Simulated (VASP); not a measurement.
# GW-BSE spectrum of AlN, part 3 of 4

Wanted: the lowest vertical excitons of AlN and its absorption. The cell is of the zinc-blende type, one of the forms listed for this formula. The start is a computed cell from the Materials Project.

VASP 6.6.1, plane waves and PAW; the level of theory is named at each step.

So far, quasiparticle gap on the mesh (eV): step 4 (G0W0) 4.45.

### Step 5. BSE, Tamm-Dancoff

This step: BSE on G0W0 on PBE; plane waves and PAW (Al_GW, N_GW) (VASP 6.6.1).

The Bethe-Salpeter equation adds the screened attraction of electron and hole to the quasiparticle pairs; ANTIRES = 0 leaves out the coupling to antiresonant pairs.

Input file INCAR:

```
SYSTEM = AlN
PREC = Accurate
ENCUT = 450
ISMEAR = 0
SIGMA = 0.01
LREAL = .FALSE.
GGA = PE
NBANDS = 48
ALGO = BSE
NBANDSO = 3
NBANDSV = 4
OMEGAMAX = 25
NEDOS = 1000
CSHIFT = 0.1
PRECFOCK = Fast
LWAVE = .FALSE.
LCHARG = .FALSE.
ENCUTGW = 100
ANTIRES = 0
```

Input file POSCAR:

```
AlN
1.0
    0.0000000000      2.1839935596      2.1839935596
    2.1839935596      0.0000000000      2.1839935596
    2.1839935596      2.1839935596      0.0000000000
Al N
1 1
Direct
    0.0000000000      0.0000000000      0.0000000000
    0.2500000000      0.2500000000      0.2500000000
```

Input file KPOINTS:

```
Automatic mesh
0
Gamma
10 10 10
0 0 0
```

The projector-augmented-wave data sets are Al_GW and N_GW (PBE family, release 64).

Launch:

```bash
> mpirun -np 8 vasp_std
```

The program printed:

```text
[banner, memory and clock lines left out]
running    8 mpi-ranks, on    1 nodes
 distrk:  each k-point on    8 cores,    1 groups
 distr:  one band on    1 cores,    8 groups

 POSCAR found type information on POSCAR AlN
 POSCAR found :  2 types and       2 ions
|                                                                             |
|           W    W    AA    RRRRR   N    N  II  N    N   GGGG   !!!           |
|           W    W   A  A   R    R  NN   N  II  NN   N  G    G  !!!           |
|           W    W  A    A  R    R  N N  N  II  N N  N  G       !!!           |
|           W WW W  AAAAAA  RRRRR   N  N N  II  N  N N  G  GGG   !            |
|           WW  WW  A    A  R   R   N   NN  II  N   NN  G    G                |
|           W    W  A    A  R    R  N    N  II  N    N   GGGG   !!!           |
|                                                                             |
|     For optimal performance we recommend to set                             |
|       NCORE = 2 up to number-of-cores-per-socket                            |
|     NCORE specifies how many cores store one orbital (NPAR=cpu/NCORE).      |
|     This setting can greatly improve the performance of VASP for DFT.       |
|     The default, NCORE=1 might be grossly inefficient on modern             |
|     multi-core architectures or massively parallel machines. Do your        |
|     Unfortunately you need to use the default for GW and RPA                |
|     calculations (for HF NCORE is supported but not extensively tested      |
|     yet).                                                                   |
|                                                                             |

|                                                                             |
|           W    W    AA    RRRRR   N    N  II  N    N   GGGG   !!!           |
|           W    W   A  A   R    R  NN   N  II  NN   N  G    G  !!!           |
|           W    W  A    A  R    R  N N  N  II  N N  N  G       !!!           |
|           W WW W  AAAAAA  RRRRR   N  N N  II  N  N N  G  GGG   !            |
|           WW  WW  A    A  R   R   N   NN  II  N   NN  G    G                |
|           W    W  A    A  R    R  N    N  II  N    N   GGGG   !!!           |
|                                                                             |
|     The default for ENCUTGWSOFT is different in this version of VASP.       |
|     please manually set ENCUTGWSOFT =100 in the INCAR file.                 |
|                                                                             |

 LDA part: xc-table for (Slater+PW92), standard interpolation
 found WAVECAR, reading the header
 POSCAR, INCAR and KPOINTS ok, starting setup
 FFT: planning ... GRIDC
 FFT: planning ... GRID_SOFT
 FFT: planning ... GRID
 reading WAVECAR
 the WAVECAR file was read successfully
 initial charge from wavefunction
 available memory per node:     94.90 GB, setting MAXMEM to     97180

 The Fermi energy was updated, please check that it is located mid-gap
 values below the HOMO (VB) or above the LUMO (CB) will cause erroneous energies
 E-fermi :   6.5656

 the WAVEDER file was read successfully
 responsefunction array rank=      64

 min. memory requirement per mpi rank    209.6 MB, per node   1676.8 MB

 Doing            0  frequencies on each core in blocks of            0
 Found all WFULLXXXX.tmp files
 reading now WFULL0001.tmp
 reading now WFULL0002.tmp
 reading now WFULL0003.tmp
 reading now WFULL0004.tmp
 reading now WFULL0005.tmp
 reading now WFULL0006.tmp
 reading now WFULL0007.tmp
 reading now WFULL0008.tmp
 reading now WFULL0009.tmp
 reading now WFULL0010.tmp
 reading now WFULL0011.tmp
 reading now WFULL0012.tmp
 reading now WFULL0013.tmp
 reading now WFULL0014.tmp
 reading now WFULL0015.tmp
 reading now WFULL0016.tmp
 reading now WFULL0017.tmp
 reading now WFULL0018.tmp
 reading now WFULL0019.tmp
 reading now WFULL0020.tmp
 reading now WFULL0021.tmp
 reading now WFULL0022.tmp
 reading now WFULL0023.tmp
 reading now WFULL0024.tmp
 reading now WFULL0025.tmp
 reading now WFULL0026.tmp
 reading now WFULL0027.tmp
 reading now WFULL0028.tmp
 reading now WFULL0029.tmp
 reading now WFULL0030.tmp
 reading now WFULL0031.tmp
 reading now WFULL0032.tmp
 reading now WFULL0033.tmp
 reading now WFULL0034.tmp
 reading now WFULL0035.tmp
 reading now WFULL0036.tmp
 reading now WFULL0037.tmp
 reading now WFULL0038.tmp
 reading now WFULL0039.tmp
 reading now WFULL0040.tmp
 reading now WFULL0041.tmp
 reading now WFULL0042.tmp
 reading now WFULL0043.tmp
 reading now WFULL0044.tmp
 reading now WFULL0045.tmp
 reading now WFULL0046.tmp
 reading now WFULL0047.tmp
 parallelization over k-points
 Using distributed matrix
 Using distributed eigensolver
 allocating two-electron 4 orbital integral table    3    4    3    4
 BSE setting up matrix
 available memory per node:     94.62 GB, setting MAXMEM to     96888
 Calculate matrix elements of the BSE Hamiltonian:
 Workload is divided into blocks of two-electron 4 orbital integrals computed in
  parallel.
 Each block/integral has dimensions  of (   3,   4,   3,   4) orbitals
 Total number of blocks/integrals:               500500
 Number of spins:                                     1
 Number of kpoints:                                1000
 Spin channel:                                        1
  Number of blocks of unoccupied bands:               1
  Number of blocks of occupied bands:                 1
 Number of rows/columns of blocks:                 1000

                                                        Time (sec)
               Integrals                 Ranks       Real         CPU
  [         1 -       8000/    500500]     8         9.24        0.00
  [      8001 -      16000/    500500]     8        17.52        0.00
  [     16001 -      24000/    500500]     8        26.43        0.00
  [     24001 -      32000/    500500]     8        34.46        0.00
  [     32001 -      40000/    500500]     8        42.26        0.00
  [     40001 -      48000/    500500]     8        51.72        0.00
  [     48001 -      56000/    500500]     8        61.17        0.00
  [     56001 -      64000/    500500]     8        70.02        0.00
  [     64001 -      72000/    500500]     8        78.44        0.00
  [     72001 -      80000/    500500]     8        87.30        0.00
  [     80001 -      88000/    500500]     8        96.33        0.00
  [     88001 -      96000/    500500]     8       106.33        0.00
  [     96001 -     104000/    500500]     8       114.94        0.00
  [    104001 -     112000/    500500]     8       121.79        0.00
  [    112001 -     120000/    500500]     8       129.72        0.00
  [    120001 -     128000/    500500]     8       137.50        0.00
  [    128001 -     136000/    500500]     8       143.94        0.00
  [    136001 -     144000/    500500]     8       150.15        0.00
  [    144001 -     152000/    500500]     8       158.61        0.00
  [    152001 -     160000/    500500]     8       166.45        0.00
  [    160001 -     168000/    500500]     8       173.74        0.00
  [    168001 -     176000/    500500]     8       180.66        0.00
  [    176001 -     184000/    500500]     8       188.62        0.00
  [    184001 -     192000/    500500]     8       196.26        0.00
  [    192001 -     200000/    500500]     8       202.23        0.00
  [    200001 -     208000/    500500]     8       208.05        0.00
  [    208001 -     216000/    500500]     8       213.60        0.00
  [    216001 -     224000/    500500]     8       218.91        0.00
  [    224001 -     232000/    500500]     8       224.17        0.00
  [    232001 -     240000/    500500]     8       229.36        0.00
  [    240001 -     248000/    500500]     8       234.69        0.00
  [    248001 -     256000/    500500]     8       240.25        0.00
  [    256001 -     264000/    500500]     8       246.84        0.00
  [    264001 -     272000/    500500]     8       253.55        0.00
  [    272001 -     280000/    500500]     8       260.71        0.00
  [    280001 -     288000/    500500]     8       267.84        0.00
  [    288001 -     296000/    500500]     8       276.34        0.00
  [    296001 -     304000/    500500]     8       284.67        0.00
  [    304001 -     312000/    500500]     8       293.86        0.00
  [    312001 -     320000/    500500]     8       301.23        0.00
  [    320001 -     328000/    500500]     8       309.22        0.00
  [    328001 -     336000/    500500]     8       318.81        0.00
  [    336001 -     344000/    500500]     8       329.04        0.00
  [    344001 -     352000/    500500]     8       339.58        0.00
  [    352001 -     360000/    500500]     8       349.02        0.00
  [    360001 -     368000/    500500]     8       359.03        0.00
  [    368001 -     376000/    500500]     8       368.72        0.00
  [    376001 -     384000/    500500]     8       378.60        0.00
  [    384001 -     392000/    500500]     8       389.26        0.00
  [    392001 -     400000/    500500]     8       398.86        0.00
  [    400001 -     408000/    500500]     8       408.56        0.00
  [    408001 -     416000/    500500]     8       417.97        0.00
  [    416001 -     424000/    500500]     8       427.44        0.00
  [    424001 -     432000/    500500]     8       436.85        0.00
  [    432001 -     440000/    500500]     8       446.66        0.00
  [    440001 -     448000/    500500]     8       455.77        0.00
  [    448001 -     456000/    500500]     8       465.19        0.00
  [    456001 -     464000/    500500]     8       473.27        0.00
  [    464001 -     472000/    500500]     8       478.96        0.00
  [    472001 -     480000/    500500]     8       484.58        0.00
  [    480001 -     488000/    500500]     8       490.21        0.00
  [    488001 -     496000/    500500]     8       495.96        0.00
  [    496001 -     500000/    500500]     8       498.67        0.00
  [    500001 -     500500/    500500]     8       499.34        0.00

 BSE redistributing all elements
 BSE diagonalizing matrix PDSYEVX_ZHEEVX_DESC
 BSE calculating oscillator strength
```

Elapsed: 14 min, on 8 MPI ranks of AMD EPYC 7R43, shared host; peak memory 8.9 GiB.

From OUTCAR (step 5):

```text
   NELECT =       8.0000    total number of electrons

 E-fermi :   6.5656

[... 8 parts as in an earlier step ...]

[... 2 further parts left out ...]
```

This step gave:

```
lowest excitation                     : 5.275 eV
direct gap less the lowest excitation : 0.3644 eV
```

The imaginary dielectric function, xx has structure finer than the step of the table below, so its rows give means over 1 eV, whole bins alone (the curve runs from 0 to 25 eV). Peaks (eV: height): 6.0: 9.02, 6.5: 11.8, 7.3: 13.6, 8.1: 9.07, 10.7: 6.27, 11.7: 7.33.

From 3 filled and 4 empty bands alone, without any pair above OMEGAMAX = 25 eV, so strength is missing wherever others contribute; lines are broadened by CSHIFT, which also makes the tail under the first line. Imaginary dielectric function, xx against photon energy; means over each step:

```csv
photon energy (eV),"imaginary dielectric function, xx"
1,0.0115
2,0.0262
3,0.0503
4,0.107
5,0.734
6,5.14
7,8.50
8,6.50
9,5.42
10,2.72
11,4.71
12,5.09
13,4.17
14,2.82
15,1.58
16,0.940
17,0.417
18,0.272
19,0.145
20,0.0487
21,0.0219
22,0.0138
23,0.00986
24,0.00798
```

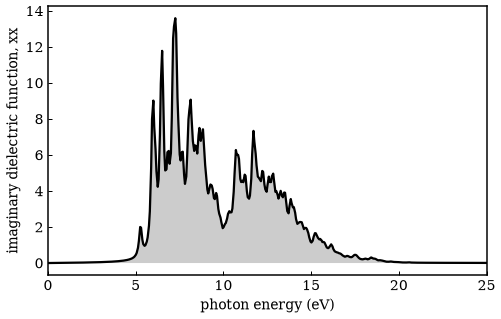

Imaginary dielectric function, xx against photon energy.

Some of the lowest 40 states alone, with states under 2.5 meV apart joined, scaled to the strongest line shown. Exciton lines, with heights relative to the strongest:

```csv
position (eV),lines merged,oscillator strength
5.275,3,22
5.971,3,100
6.064,3,0.0
6.069,2,0.0
6.104,3,0.0
6.109,8,0.0
6.119,3,38
6.450,3,66
```

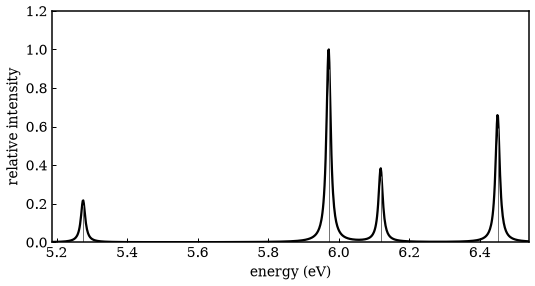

The exciton spectrum, broadened with Lorentzians of width 0.015 eV; bars mark the lines.

The lowest excitation lies at 5.275 eV, -364 meV against the direct gap of these orbitals. No second mesh in this session tests these energies, peaks and heights.

[end of part 3 of 4]

[Lines on the potential files, build, host, timing and source positions are cut from VASP's logs without a mark.]

[Logs are printed without paths, hosts, clocks, repeated set-up lines and the standing remarks that a program may print on its own settings, such as how far it seeks lower states.]

[Hosts, paths, dates, database ids (printed as entryN), source tags and the programs' standing remarks are cut or masked in the printed files.]

[Pressures printed for these runs are not shown converged in the cutoff: they can be off by several GPa and have the wrong sign.]
